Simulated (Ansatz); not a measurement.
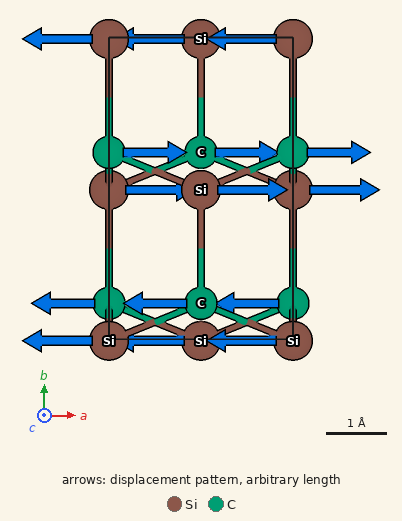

The lowest mode of a crystal of SiC, space group P6₃mc (No. 186), at the zone centre of a doubled cell. Displacements are drawn as blue arrows; their common scale and sign are arbitrary. The picture is a ball-and-stick view of the cell of the calculation, seen along the c axis.

Level of theory: DFT PBE, scalar-relativistic, plane waves, PAW in Ansatz 0.2.0.

Input
```yaml
crystal:
  lattice:
    - [-3.0917664085, 0.0, 0.0]
    - [0.0, 0.0, -5.074021175]
    - [0.0, -5.3550965047, 0.0]
  atoms:
    - { symbol: Si, position: [0.5, 0.9954364679, 0.1666666667] }
    - { symbol: Si, position: [0.0, 0.9954364679, 0.6666666667] }
    - { symbol: Si, position: [0.0, 0.4954364679, 0.3333333333] }
    - { symbol: Si, position: [0.5, 0.4954364679, 0.8333333333] }
    - { symbol: C, position: [0.5, 0.6195635321, 0.1666666667] }
    - { symbol: C, position: [0.0, 0.6195635321, 0.6666666667] }
    - { symbol: C, position: [0.0, 0.1195635321, 0.3333333333] }
    - { symbol: C, position: [0.5, 0.1195635321, 0.8333333333] }
basis:
  ecutwfc: 420
kpoints:
  mp_grid: { grid: [10, 6, 6] }
hamiltonian:
  xc: pbe
scf:
  occupations: { method: gaussian, width: 0.05 }
output:
  eigenvalues: true
phonons:
  method: fd
  supercell: [1, 1, 1]
  amplitude: 0.02
  eigenvectors: true
  dielectric: false
```

Run as
```bash
ansatz run input.yaml --threads 2 --pin off --max-ram 5120MiB --backend cpu --events-out ev --progress --plain --runs-dir out
```

Frequencies are those without the non-analytic (LO–TO) term.

> Is this crystal at a minimum with respect to the drawn distortion?

Yes: this softest mode has a real frequency, and so have all others here. That speaks for this wave vector alone: the rest of the zone wasn't checked in this run. This is a doubly degenerate mode (one member of the set is drawn) at 7.69 THz, the lowest level (the three translations aside). All motion is along a of the drawn cell; atoms of one kind move against one another, with no net shift of any sublattice; it mainly bends the C–Si bonds; the kinetic energy is shared as Si 74 %, C 26 %. It repeats in both halves of the doubled cell: it is a zone-centre mode of the crystal.
